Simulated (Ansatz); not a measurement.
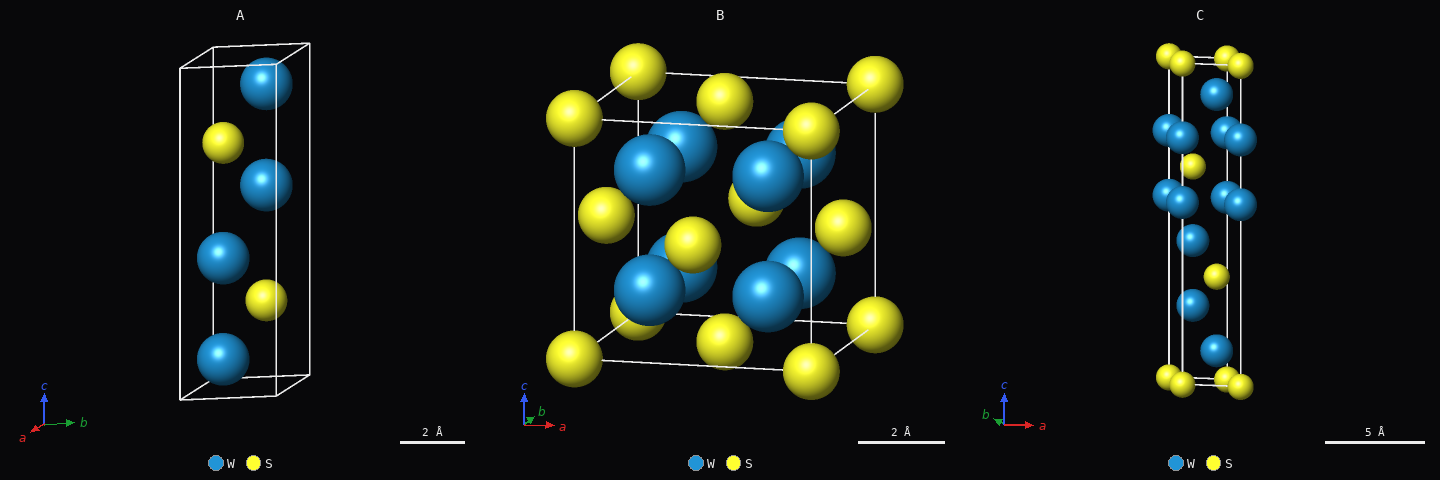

Three structures of W₂S, each relaxed to rest (conventional cells in solid outline, small ones repeated, each panel with its own scale). Method: DFT PBE, scalar-relativistic, plane waves, PAW (Ansatz), without spin polarisation.

**What are the structures shown?**

A: 6 atoms a cell on a primitive hexagonal lattice, P6_3/mmc; B: antifluorite, Fm-3m; C: 9 atoms a cell on a rhombohedral (trigonal R) lattice, R3m.

**Rank them by energy, lowest first.**

A, then C (+93 meV/atom) and B (+947 meV/atom), energies at zero smearing.

**Collect the results in a table.**

| panel | structure | E − E(lowest) (meV/atom) | volume (Å³/atom) | gap (eV) |
| --- | --- | --- | --- | --- |
| A | P6_3/mmc | 0 | 15.0 | metal |
| C | R3m | 93 | 15.0 | metal |
| B | Fm-3m | 947 | 15.7 | metal |

Some of these may be structure types tried for this composition rather than known phases, and the most stable form need not be among them. Gaps are taken on the k-mesh or band path of each run.
